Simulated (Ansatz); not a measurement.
Geometry relaxation of Ni (part 1 of 2)

The run: geometry relaxation of Ni (Fm-3m, 1 atom in the cell). Method and program: DFT, PBE, PAW with Ansatz's default frozen-core files, scalar-relativistic, spin-polarised (Ansatz 0.2.0).

The structure was built on a prototype by a generator; it need not be a known phase. It belongs to a series of runs on one base structure; here: bulk cell relaxed. Figures and captions count atoms from 1; the log counts them from 0 in places.

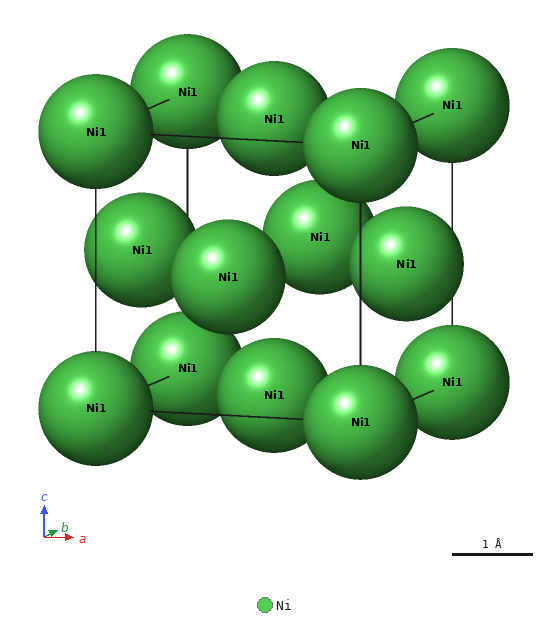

*The starting structure (spheres-only view of the cell 4 times as large as that of the calculation, set on its symmetry axes, seen slightly off an axis; atoms are numbered from 1 in the order of the input).*

Key numbers:

```tsv
quantity	value
outcome	converged
space group (tolerance 0.01 Å)	Fm-3m (225)
electrons treated	18
free energy	−5839.7275 eV
Fermi energy	18.167 eV
net moment of the cell	0.63 μB
integrated absolute moment	0.72 μB
pressure	0.00 GPa
final volume	10.89 Å³
largest force (length of the vector) at the end	under 0.001 eV/Å
final cell	a = 2.488 Å, b = 2.488 Å, c = 2.488 Å, α = 60.00°, β = 60.00°, γ = 60.00°
hardware	2 threads of Arm Neoverse V2, 24 GiB of memory available, shared host
wall time	13 s (CPU time 25 s)
peak memory	0.36 GiB
```

The input:
```yaml
crystal:
  lattice:
    - [0.0, 1.7597012234, 1.7597012234]
    - [1.7597012234, 0.0, 1.7597012234]
    - [1.7597012234, 1.7597012234, 0.0]
  atoms:
    - { symbol: Ni, position: [0.0, 0.0, 0.0], spin: 1.0 }
magnetization:
  spin_polarized: true
kpoints:
  mp_grid: { grid: [21, 21, 21] }
scf:
  occupations: { method: fermi_dirac, width: 0.05 }
hamiltonian:
  xc: pbe
  pseudopotentials: { kind: paw }
output:
  forces: true
  stress: true
  write_density: true
  write_potential: true
  elf: true
  volumetric_format: npy
relax:
  f_tol: 0.005
  max_steps: 40
  cell: {}
```

Run as:
```bash
ansatz run input.yaml --threads 2 --pin off --max-ram 4096MiB --backend cpu --events-out ev --progress --plain --runs-dir out
```

Output:
```
Engine: ansatz 0.2.0, aarch64-unknown-linux-gnu
Pseudopotentials: kind: paw
Pseudopotential: Ni, paw, valence charge 18, recommended cutoff 420 eV (normal), Ni.paw.azcp
Functional definition: PBE
  parameter kappa = 0.804
  parameter beta = 0.06672455060314922
  exchange = pbe_x(kappa = kappa, mu = beta*pi^2/3)
  correlation = pbe_c(beta = beta)
Crystal: 1 atoms, lattice volume = 10.898 Å³
Basis set: ecut = 420 eV, 181 PW (Γ), exchange–correlation on 36×36×36 points (8 copies of the dense FFT grid, shifted against one another)
Bands: 14, of which v1, the nominal top of the filled ones, is band 9 counted from 1 (8 counted from 0)
Symmetry: 48 space group operations
Space group: Fm-3m (ITA 225), of the structure as read, at distance tolerance 2.2e-5 Å
Magnetic group: BNS 225.116 (UNI 1618), of the structure as read, at distance tolerance 2.2e-5 Å
k-points: 286 of 9261
Non-local potential: Ni, projectors of the file, l = 0: 3, l = 1: 2, l = 2: 3, l = 3: 1
PAW form: soft (Blöchl's): semilocal exchange-correlation on the pseudo side does not see the compensation charge
PAW one-centre angular grid: Ni, 590 points (default); XC on 64 Gauss nodes
Initial density: superposition of atomic densities (chi_scale 0.1, normalization cell)
Starting moments: Σ|m| = 1 μB on 1 of 1 site
Initial wavefunctions: pseudopotential atomic-orbital guess
Functional: x = pbe(κ = 0.804, μ = 0.2195149727645171), c = pbe(β = 0.06672455060314922)
SCF iter   1: F=—  HF=-5839.016582 eV  |F-HF|=—  |Δ(HF+E_count)|=         —  Δρ=6.65e-2 (↑3.63e-2 ↓6.65e-2)  dr2=6.90e-1  dr2_m=2.63e-2  M=0.902 μB ∫|m|=0.972 μB  β_m=0.30  ethr=3.10e-3  ⟨swp⟩=5.7  Hψ=42391  notcnv=0
Mixer restart at iter 1: flushing history
preconditioner: auto → none  [metal: Δε(μ)=0.002 eV  Ē_g=15.896 eV  σ=0.050 eV  W_gap=0.01  n_scr=0 (ndim 8)  ℏωp=35.6 eV  f_vac=0.000  D(μ)=1.61/eV (n_scr^D=26)]
SCF iter   2: F=—  HF=-5838.871368 eV  |F-HF|=—  |Δ(HF+E_count)|=   1.45e-1  Δρ=3.90e-2 (↑3.90e-2 ↓3.75e-2)  dr2=2.81e-1  dr2_m=6.36e-3  M=0.833 μB ∫|m|=0.910 μB  β_m=0.24  ethr=3.10e-3  ⟨swp⟩=2.6  Hψ=17023  notcnv=0  defer=193
SCF iter   3: F=—  HF=-5839.041623 eV  |F-HF|=—  |Δ(HF+E_count)|=         —  Δρ=2.66e-2 (↑1.00e-2 ↓2.66e-2)  dr2=3.11e-2  dr2_m=1.99e-2  M=0.766 μB ∫|m|=0.835 μB  β_m=0.24  ethr=1.56e-3  ⟨swp⟩=2.5  Hψ=13704  notcnv=0  defer=193
Mixer restart at iter 3: flushing history
SCF iter   4: F=—  HF=-5839.266152 eV  |F-HF|=—  |Δ(HF+E_count)|=   2.25e-1  Δρ=2.13e-2 (↑7.69e-3 ↓2.13e-2)  dr2=1.68e-2  dr2_m=1.55e-2  M=0.751 μB ∫|m|=0.826 μB  β_m=0.62  ethr=1.73e-4  ⟨swp⟩=2.5  Hψ=13743  notcnv=0  defer=194
SCF iter   5: F=—  HF=-5839.714701 eV  |F-HF|=—  |Δ(HF+E_count)|=   4.49e-1  Δρ=2.66e-2 (↑5.06e-3 ↓2.66e-2)  dr2=5.62e-2  dr2_m=1.52e-2  M=0.652 μB ∫|m|=0.743 μB  β_m=0.49  ethr=9.34e-5  ⟨swp⟩=2.3  Hψ=15787  notcnv=0  defer=198
SCF iter   6: F=-5839.682139 eV  HF=-5839.730603 eV  |F-HF|=4.85e-2  |Δ(HF+E_count)|=   1.59e-2  Δρ=1.87e-2 (↑1.87e-2 ↓1.52e-2)  dr2=6.75e-2  dr2_m=3.31e-4  M=0.630 μB ∫|m|=0.728 μB  β_m=0.57  ethr=9.34e-5  ⟨swp⟩=2.9  Hψ=20241  notcnv=0  defer=241
SCF iter   7: F=-5839.723850 eV  HF=-5839.707540 eV  |F-HF|=1.63e-2  |Δ(HF+E_count)|=   2.31e-2  Δρ=6.03e-3 (↑4.73e-3 ↓6.03e-3)  dr2=6.69e-3  dr2_m=2.14e-4  M=0.608 μB ∫|m|=0.705 μB  β_m=0.72  ethr=9.34e-5  ⟨swp⟩=2.5  Hψ=14125  notcnv=0  defer=255
SCF iter   8: F=-5839.727434 eV  HF=-5839.727402 eV  |F-HF|=3.21e-5  |Δ(HF+E_count)|=   1.99e-2  Δρ=1.07e-3 (↑8.38e-4 ↓1.07e-3)  dr2=4.31e-6  dr2_m=9.03e-5  M=0.631 μB ∫|m|=0.723 μB  β_m=0.86  ethr=3.72e-5  ⟨swp⟩=2.1  Hψ=13772  notcnv=0  defer=255
SCF iter   9: F=-5839.727446 eV  HF=-5839.727450 eV  |F-HF|=3.79e-6  |Δ(HF+E_count)|=   4.79e-5  Δρ=1.98e-4 (↑1.76e-4 ↓1.98e-4)  dr2=9.79e-6  dr2_m=5.43e-8  M=0.629 μB ∫|m|=0.721 μB  β_m=0.91  ethr=2.39e-8  ⟨swp⟩=2.0  Hψ=14981  notcnv=0  defer=255
SCF iter  10: F=-5839.727451 eV  HF=-5839.727451 eV  |F-HF|=1.37e-7  |Δ(HF+E_count)|=   1.07e-6  Δρ=3.76e-5 (↑2.55e-5 ↓3.76e-5)  dr2=2.45e-7  dr2_m=5.68e-9  M=0.629 μB ∫|m|=0.721 μB  β_m=0.94  ethr=2.39e-8  ⟨swp⟩=2.0  Hψ=10332  notcnv=0  defer=255
SCF iter  11: F=-5839.727451 eV  HF=-5839.727451 eV  |F-HF|=8.19e-12  |Δ(HF+E_count)|=   1.19e-8  Δρ=2.96e-6 (↑1.04e-6 ↓2.96e-6)  dr2=9.15e-10  dr2_m=1.48e-10  M=0.629 μB ∫|m|=0.721 μB  β_m=0.97  ethr=1.36e-9  ⟨swp⟩=2.5  Hψ=11070  notcnv=0  defer=255
SCF iter  12: F=-5839.727451 eV  HF=-5839.727451 eV  |F-HF|=1.06e-10  |Δ(HF+E_count)|=  7.73e-10  Δρ=9.95e-7 (↑4.69e-7 ↓9.95e-7)  dr2=1.38e-10  dr2_m=8.74e-12  M=0.629 μB ∫|m|=0.721 μB  ethr=5.08e-12  ⟨swp⟩=4.1  Hψ=37400  notcnv=0
at 1 of the mixer's solves, the last at iteration 5, it left a direction of its history that read negative out of its fit and stepped the other way along it
SCF 1 converged in 12 iterations: F = -5839.727451 eV  dr2 = 1.38e-10
  greatest PAW one-centre occupation: 1.001 electrons in one spin orbital (limit 2), on the Ni atom at site 0 (counted from 0), in its partial waves of l = 1
relax step   1: F+E_penalty+E_count = -5839.72745084 eV  Δ(F+E_penalty+E_count) = +0.000e0 eV  max|allowed force component| = 0.000e0 eV/Å  Δτ_max = 0.0000 Å  P = -0.130 GPa  Ω = 10.898 Å³  (12 SCF iters, dr2 threshold 1.00e-7 eV, accepted)
Crystal: 1 atoms, lattice volume = 10.894 Å³
Initial density: handed on by an earlier stage of this run
Starting moments: Σ|m| = 1 μB on 1 of 1 site; this step starts from the density that it was given
Initial wavefunctions: those handed on with the density
iter 1 solved again at ethr=4.92e-9 eV; its pass at ethr=3.10e-3 eV (dr2=8.85e-7 eV) is discarded
SCF iter   1: F=—  HF=-5839.727454 eV  |F-HF|=—  |Δ(HF+E_count)|=         —  Δρ=6.17e-5 (↑6.17e-5 ↓5.10e-5)  dr2=8.11e-7  dr2_m=7.04e-9  M=0.629 μB ∫|m|=0.721 μB  β_m=0.65  ethr=4.92e-9  ⟨swp⟩=2.3  Hψ=49500  notcnv=0
preconditioner: auto → none  [metal: Δε(μ)=0.003 eV  Ē_g=16.695 eV  σ=0.050 eV  W_gap=0.02  n_scr=0 (ndim 8)  ℏωp=35.6 eV  f_vac=0.000  D(μ)=1.76/eV (n_scr^D=26)]
SCF iter   2: F=—  HF=-5839.727455 eV  |F-HF|=—  |Δ(HF+E_count)|=   4.02e-7  Δρ=1.08e-4 (↑8.18e-5 ↓1.08e-4)  dr2=2.02e-6  dr2_m=2.05e-8  M=0.629 μB ∫|m|=0.720 μB  β_m=0.30  ethr=4.51e-9  ⟨swp⟩=2.1  Hψ=12725  notcnv=0
SCF iter   3: F=—  HF=-5839.727454 eV  |F-HF|=—  |Δ(HF+E_count)|=   6.48e-7  Δρ=1.05e-5 (↑1.05e-5 ↓1.01e-5)  dr2=1.51e-9  dr2_m=9.68e-9  M=0.629 μB ∫|m|=0.721 μB  β_m=0.58  ethr=4.51e-9  ⟨swp⟩=2.1  Hψ=11203  notcnv=0
SCF iter   4: F=—  HF=-5839.727454 eV  |F-HF|=—  |Δ(HF+E_count)|=   8.57e-8  Δρ=1.60e-5 (↑3.12e-6 ↓1.60e-5)  dr2=1.44e-8  dr2_m=7.95e-9  M=0.629 μB ∫|m|=0.720 μB  β_m=0.58  ethr=8.37e-12  ⟨swp⟩=2.0  Hψ=13388  notcnv=0
SCF iter   5: F=—  HF=-5839.727454 eV  |F-HF|=—  |Δ(HF+E_count)|=   3.39e-8  Δρ=1.38e-5 (↑3.54e-6 ↓1.38e-5)  dr2=1.47e-8  dr2_m=5.18e-9  M=0.629 μB ∫|m|=0.720 μB  β_m=0.53  ethr=8.37e-12  ⟨swp⟩=3.4  Hψ=17088  notcnv=0
SCF iter   6: F=—  HF=-5839.727454 eV  |F-HF|=—  |Δ(HF+E_count)|=   5.57e-8  Δρ=8.04e-6 (↑2.13e-6 ↓8.04e-6)  dr2=5.70e-9  dr2_m=1.43e-9  M=0.629 μB ∫|m|=0.720 μB  β_m=0.76  ethr=8.37e-12  ⟨swp⟩=2.0  Hψ=13361  notcnv=0
SCF iter   7: F=-5839.727454 eV  HF=-5839.727454 eV  |F-HF|=2.84e-9  |Δ(HF+E_count)|=   2.10e-8  Δρ=5.81e-6 (↑2.03e-6 ↓5.81e-6)  dr2=3.87e-9  dr2_m=4.41e-10  M=0.629 μB ∫|m|=0.720 μB  ethr=8.37e-12  ⟨swp⟩=4.1  Hψ=39373  notcnv=0
SCF 2 converged in 7 iterations: F = -5839.727454 eV  dr2 = 3.87e-9
relax step   2: F+E_penalty+E_count = -5839.72745426 eV  Δ(F+E_penalty+E_count) = -3.425e-6 eV  max|allowed force component| = 0.000e0 eV/Å  Δτ_max = 0.0000 Å  P = -0.067 GPa  Ω = 10.894 Å³  energy of the carried Pulay correction = +1.266e-6 eV  (7 SCF iters, dr2 threshold 4.22e-8 eV, accepted)
Crystal: 1 atoms, lattice volume = 10.891 Å³
iter 1 solved again at ethr=5.80e-9 eV; its pass at ethr=3.10e-3 eV (dr2=1.04e-6 eV) is discarded
SCF iter   1: F=—  HF=-5839.727457 eV  |F-HF|=—  |Δ(HF+E_count)|=         —  Δρ=6.62e-5 (↑6.62e-5 ↓5.62e-5)  dr2=9.59e-7  dr2_m=6.77e-9  M=0.629 μB ∫|m|=0.720 μB  β_m=0.65  ethr=5.80e-9  ⟨swp⟩=2.3  Hψ=49255  notcnv=0
preconditioner: auto → none  [metal: Δε(μ)=0.003 eV  Ē_g=16.702 eV  σ=0.050 eV  W_gap=0.01  n_scr=0 (ndim 8)  ℏωp=35.6 eV  f_vac=0.000  D(μ)=1.76/eV (n_scr^D=26)]
SCF iter   2: F=—  HF=-5839.727457 eV  |F-HF|=—  |Δ(HF+E_count)|=   4.59e-7  Δρ=1.15e-4 (↑8.89e-5 ↓1.15e-4)  dr2=2.35e-6  dr2_m=2.15e-8  M=0.629 μB ∫|m|=0.720 μB  β_m=0.30  ethr=5.33e-9  ⟨swp⟩=2.1  Hψ=12715  notcnv=0
SCF iter   3: F=—  HF=-5839.727456 eV  |F-HF|=—  |Δ(HF+E_count)|=   7.56e-7  Δρ=1.08e-5 (↑1.08e-5 ↓9.78e-6)  dr2=2.10e-9  dr2_m=9.53e-9  M=0.629 μB ∫|m|=0.720 μB  β_m=0.56  ethr=5.33e-9  ⟨swp⟩=2.1  Hψ=11203  notcnv=0
SCF iter   4: F=—  HF=-5839.727456 eV  |F-HF|=—  |Δ(HF+E_count)|=   8.40e-8  Δρ=1.59e-5 (↑3.36e-6 ↓1.59e-5)  dr2=1.35e-8  dr2_m=8.26e-9  M=0.629 μB ∫|m|=0.720 μB  β_m=0.56  ethr=1.17e-11  ⟨swp⟩=2.0  Hψ=13380  notcnv=0
SCF iter   5: F=—  HF=-5839.727456 eV  |F-HF|=—  |Δ(HF+E_count)|=   2.53e-8  Δρ=1.21e-5 (↑3.33e-6 ↓1.21e-5)  dr2=1.10e-8  dr2_m=4.19e-9  M=0.628 μB ∫|m|=0.720 μB  β_m=0.48  ethr=1.17e-11  ⟨swp⟩=3.2  Hψ=16429  notcnv=0
SCF iter   6: F=—  HF=-5839.727456 eV  |F-HF|=—  |Δ(HF+E_count)|=   5.34e-8  Δρ=6.77e-6 (↑1.91e-6 ↓6.77e-6)  dr2=3.97e-9  dr2_m=1.06e-9  M=0.629 μB ∫|m|=0.720 μB  β_m=0.74  ethr=1.17e-11  ⟨swp⟩=2.1  Hψ=12785  notcnv=0
SCF iter   7: F=-5839.727456 eV  HF=-5839.727456 eV  |F-HF|=1.71e-9  |Δ(HF+E_count)|=   1.83e-8  Δρ=4.47e-6 (↑1.63e-6 ↓4.47e-6)  dr2=2.34e-9  dr2_m=2.54e-10  M=0.629 μB ∫|m|=0.720 μB  ethr=1.17e-11  ⟨swp⟩=4.8  Hψ=39299  notcnv=0
SCF 3 converged in 7 iterations: F = -5839.727456 eV  dr2 = 2.34e-9
relax step   3: F+E_penalty+E_count = -5839.72745639 eV  Δ(F+E_penalty+E_count) = -2.129e-6 eV  max|allowed force component| = 0.000e0 eV/Å  Δτ_max = 0.0000 Å  P = +0.001 GPa  Ω = 10.891 Å³  energy of the carried Pulay correction = +2.624e-6 eV  (7 SCF iters, dr2 threshold 1.13e-8 eV, accepted)
Initial wavefunctions: pseudopotential atomic-orbital guess (no wavefunctions were taken with the density)
iter 1 solved again at ethr=1.39e-7 eV; its pass at ethr=3.10e-3 eV (dr2=2.50e-5 eV) is discarded
```
